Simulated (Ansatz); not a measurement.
Run report: C, single-point calculation (part 2 of 2)

Continued. System: C (slab, 24 atoms in the cell). Method: DFT PBE+D3(BJ), scalar-relativistic, plane waves, PAW, PAW set soft_1, no spin polarisation (Ansatz 0.2.0); cutoff 420 eV, 6×4×1 k-mesh, Gaussian smearing of 0.05 eV. The structure derives from an entry of the Crystallography Open Database.

Geometry of the input (Å; fractional positions):
```
4.9312  0.0000  0.0000
-2.4656  6.7896  0.0000
0.0000  0.0000  23.7859
C  0.2500  0.0000  0.1682
C  0.2500  0.5000  0.1682
C  0.7500  0.0000  0.1682
C  0.7500  0.5000  0.1682
C  0.0000  0.0000  0.1981
C  0.0000  0.5000  0.1981
C  0.5000  0.0000  0.1981
C  0.5000  0.5000  0.1981
C  0.0000  0.0000  0.2579
C  0.0000  0.5000  0.2579
C  0.5000  0.0000  0.2579
C  0.5000  0.5000  0.2579
C  0.2500  0.0000  0.2871
C  0.2500  0.5000  0.2871
C  0.7500  0.0000  0.2871
C  0.7500  0.5000  0.2871
C  0.2500  0.0000  0.3497
C  0.2500  0.5000  0.3497
C  0.7500  0.0000  0.3497
C  0.7500  0.5000  0.3497
C  0.0000  0.0000  0.3757
C  0.0000  0.5000  0.3757
C  0.5000  0.0000  0.3757
C  0.5000  0.5000  0.3757
```

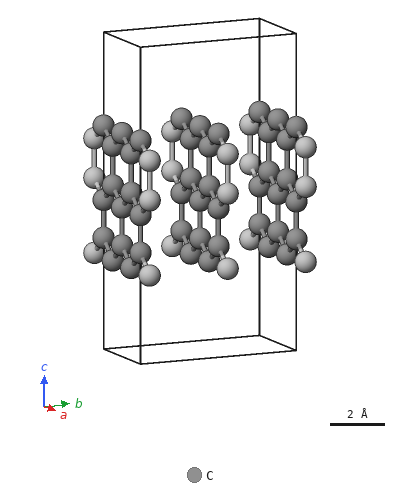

The input geometry (ball-and-stick view of the cell of the calculation, with the vacuum cut short, seen slightly off an axis; neighbours outside the cell are drawn fainter). An atom can appear more than once, as a periodic image.

**Output, continued**
```
--- Forces (eV/Å), atoms counted from 1 ---
  atom   1  C      0.00000000    -0.00000000     1.86547836
  atom   2  C      0.00000000     0.00000000     1.86547836
  atom   3  C      0.00000000    -0.00000000     1.86547836
  atom   4  C      0.00000000    -0.00000000     1.86547836
  atom   5  C     -0.00000000     0.00000000    -3.43331824
  atom   6  C     -0.00000000     0.00000000    -3.43331824
  atom   7  C     -0.00000000     0.00000000    -3.43331824
  atom   8  C     -0.00000000     0.00000000    -3.43331824
  atom   9  C      0.00000000     0.00000000     1.57011905
  atom  10  C      0.00000000     0.00000000     1.57011905
  atom  11  C      0.00000000     0.00000000     1.57011905
  atom  12  C      0.00000000     0.00000000     1.57011905
  atom  13  C     -0.00000000     0.00000000    -0.00029335
  atom  14  C     -0.00000000     0.00000000    -0.00029335
  atom  15  C     -0.00000000     0.00000000    -0.00029335
  atom  16  C     -0.00000000     0.00000000    -0.00029335
  atom  17  C      0.00000000     0.00000000     0.00123182
  atom  18  C      0.00000000     0.00000000     0.00123182
  atom  19  C      0.00000000     0.00000000     0.00123182
  atom  20  C      0.00000000     0.00000000     0.00123182
  atom  21  C     -0.00000000     0.00000000    -0.00322928
  atom  22  C     -0.00000000     0.00000000    -0.00322928
  atom  23  C     -0.00000000     0.00000000    -0.00322928
  atom  24  C     -0.00000000     0.00000000    -0.00322928
  max |Σ_I F_I| component: 4.65e-5 eV/Å
--- Band table (eV; the first three rows and the last of 14) ---
  k-point 0: bands = ["-21.9738", "-21.7105", "-20.2641", "-20.0186", "-17.9018", "-17.6833", "-17.6833", "-17.6708", "-17.6285", "-17.6285", "-16.0075", "-16.0075", "-15.7905", "-15.7905", "-13.9988", "-13.9988", "-13.9794", "-13.9794", "-13.4497", "-13.2765", "-10.6913", "-10.2744", "-10.2744", "-10.1100", "-10.1100", "-9.3972", "-9.2487", "-9.1310", "-9.0867", "-8.9169", "-8.8910", "-7.9543", "-7.9149", "-7.2208", "-6.8446", "-6.4523", "-6.4160", "-5.3362", "-5.3167", "-5.3167", "-5.2401", "-5.2401", "-3.6666", "-3.6180", "-3.6179", "-3.4543", "-3.4542", "-3.2371", "-2.6820", "-2.6324", "-2.6323", "-2.2694", "-2.2301", "-2.2301", "-0.8266", "-0.8266", "-0.3415", "-0.3415", "0.0686", "1.5839", "2.1021", "2.9027", "3.2746", "3.3918", "3.8035", "3.9535", "4.5810", "4.7183", "4.9276", "4.9283", "5.3339", "5.4573"]
  k-point 1: bands = ["-21.9372", "-21.7510", "-20.2298", "-20.0563", "-17.8694", "-17.7224", "-17.7224", "-17.7062", "-17.5884", "-17.5884", "-16.0194", "-16.0194", "-15.7759", "-15.7759", "-14.0439", "-14.0439", "-13.9330", "-13.9330", "-13.4252", "-13.3029", "-10.4651", "-10.2773", "-10.2773", "-10.1068", "-10.1068", "-9.3822", "-9.2705", "-9.1973", "-9.1247", "-9.0932", "-8.7014", "-7.9486", "-7.9208", "-7.5128", "-6.6497", "-6.4470", "-6.4214", "-5.5928", "-5.5928", "-5.5915", "-5.0228", "-5.0228", "-3.6166", "-3.6166", "-3.6037", "-3.4524", "-3.4524", "-3.3044", "-2.6441", "-2.6441", "-2.6172", "-2.3302", "-2.1691", "-2.1691", "-0.8772", "-0.8772", "-0.1436", "-0.1436", "0.2730", "1.3341", "2.7830", "3.0897", "3.4230", "3.5907", "3.9770", "4.4014", "4.5943", "4.6650", "4.7273", "4.8072", "5.1073", "5.1536"]
  k-point 2: bands = ["-21.8460", "-21.8460", "-20.1447", "-20.1447", "-17.7893", "-17.7893", "-17.7456", "-17.7456", "-17.5642", "-17.5642", "-16.0299", "-16.0299", "-15.7626", "-15.7626", "-14.0656", "-14.0656", "-13.9100", "-13.9100", "-13.3650", "-13.3650", "-10.2802", "-10.2802", "-10.1038", "-10.1038", "-9.8782", "-9.8782", "-9.3209", "-9.3209", "-9.1090", "-9.1090", "-8.1435", "-8.1435", "-7.9347", "-7.9347", "-6.4343", "-6.4343", "-6.1495", "-6.1495", "-5.7291", "-5.7291", "-4.9493", "-4.9493", "-3.6156", "-3.6156", "-3.4566", "-3.4566", "-3.4507", "-3.4507", "-2.6302", "-2.6302", "-2.4725", "-2.4725", "-2.1412", "-2.1412", "-0.8691", "-0.8691", "0.0107", "0.0107", "0.7826", "0.7826", "3.5002", "3.5002", "3.9972", "3.9972", "4.3196", "4.3196", "4.5230", "4.5230", "4.7053", "4.7053", "4.8049", "4.8049"]
  k-point 13: bands = ["-20.8438", "-20.8438", "-20.6711", "-20.6711", "-19.1769", "-19.1769", "-19.0174", "-19.0174", "-16.8981", "-16.8981", "-16.7500", "-16.7500", "-13.1768", "-13.1768", "-13.1721", "-13.1721", "-11.9442", "-11.9442", "-11.9290", "-11.9290", "-11.3124", "-11.3124", "-11.2559", "-11.2559", "-9.7384", "-9.7384", "-9.6886", "-9.6886", "-9.1322", "-9.1322", "-9.0109", "-9.0109", "-8.9638", "-8.9638", "-7.9366", "-7.9366", "-7.3894", "-7.3894", "-6.2799", "-6.2799", "-5.3071", "-5.3071", "-4.3044", "-4.3044", "-3.2837", "-3.2837", "-3.2107", "-3.2107", "-3.1114", "-3.1114", "-2.9946", "-2.9946", "-0.2561", "-0.2561", "-0.1563", "-0.1563", "2.3859", "2.3859", "2.5660", "2.5660", "4.1131", "4.1131", "4.2619", "4.2619", "4.4850", "4.4850", "4.6045", "4.6045", "4.9477", "4.9477", "5.4355", "5.4355"]
```

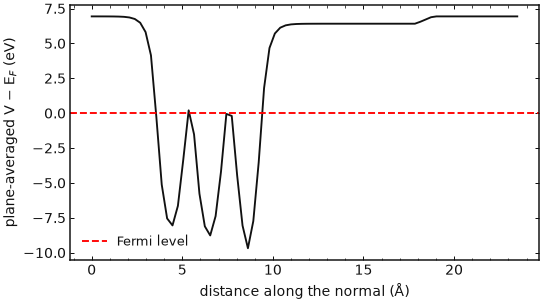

Plane average of the electrostatic potential energy of an electron across the cell, from the Fermi level. The vacuum level lies 6.41 eV above the Fermi level on the upper side and 6.94 eV on the lower.

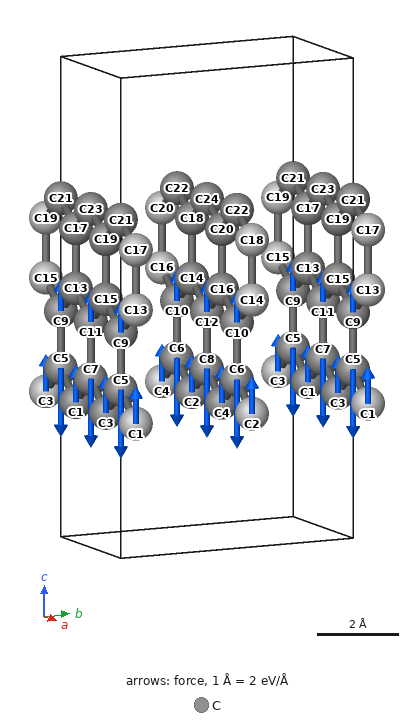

Forces on the atoms as blue arrows (ball-and-stick view of the cell of the calculation, with the vacuum cut short, seen slightly off an axis; neighbours outside the cell are drawn fainter; atoms are numbered from 1 in the order of the input); the smallest are left out. The largest act on C5, C6, C7, C8 (3.43 eV/Å); C1, C2, C3, C4 (1.87 eV/Å); C9, C10, C11, C12 (1.57 eV/Å). The geometry is not a stationary point of this energy.

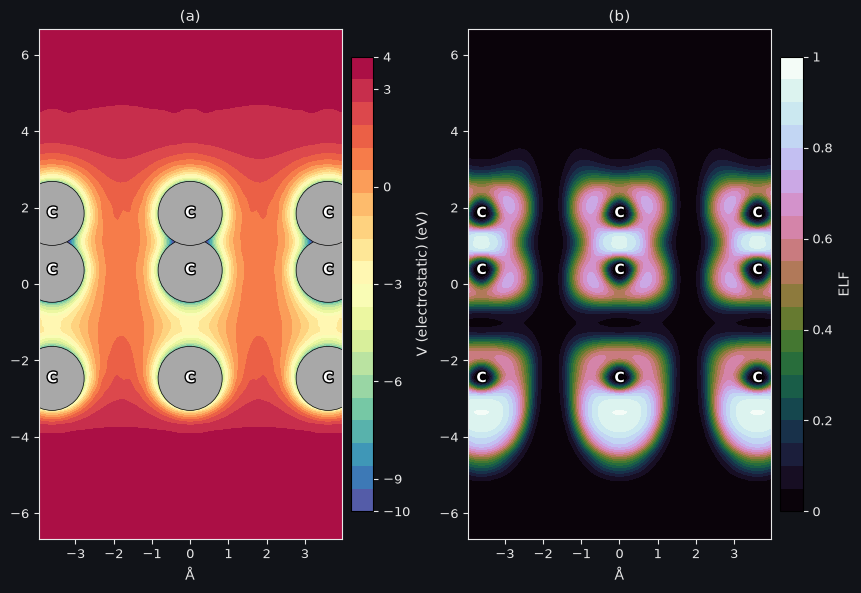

(a) electrostatic potential energy of an electron; (b) ELF on the (100) plane of the calculation cell, a cut from vacuum to vacuum. Grey discs, where drawn, cover atomic cores. The section cuts through C sites. C–C (1.49 Å): the ELF peaks at about 0.90 between the atoms (a covalent bond). Core electrons are frozen (PAW), so the fields are smoothed inside the atomic spheres.

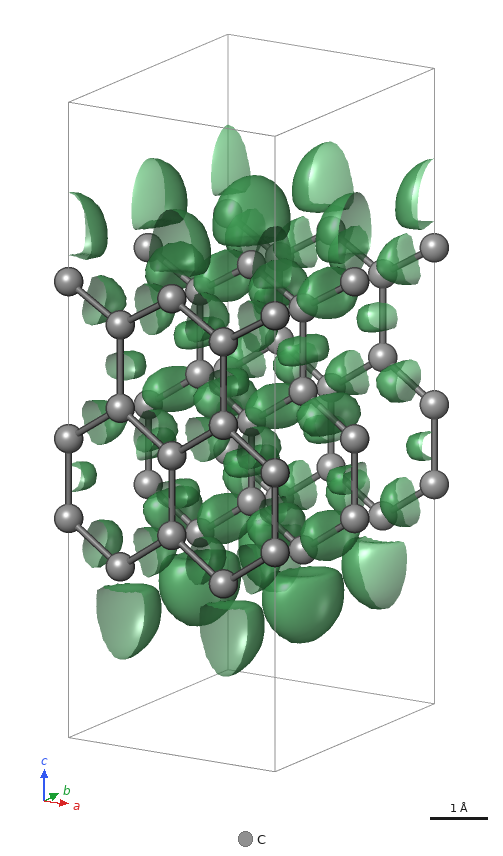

Isosurface of the ELF at 0.8 (green), seen slightly off an axis. Only the valence region is drawn (cores and ρ < 0.01 e/Å³ removed). Sticks mark near contacts. Profiles from the grid: C–C (1.38 Å): the ELF peaks at about 0.90 between the atoms, which marks a shared electron pair.

**Results in brief**

- outcome: converged
- electrons treated: 96
- free energy: −5999.3291 eV
- work function, top face: 6.41 eV
- work function, bottom face: 6.94 eV
- Fermi energy: −3.154 eV
- gap on the k-point mesh: none (metallic)
- work function (upper face): 6.41 eV
- largest force (length of the vector): 3.433 eV/Å
- wall time: 1.7 min (CPU time 3.4 min)
- peak memory: 1.3 GiB

**Remarks**

The program warns: the k-point mesh lowers the symmetry that the run can use; the exchange-correlation potential is rough where the density is thin.
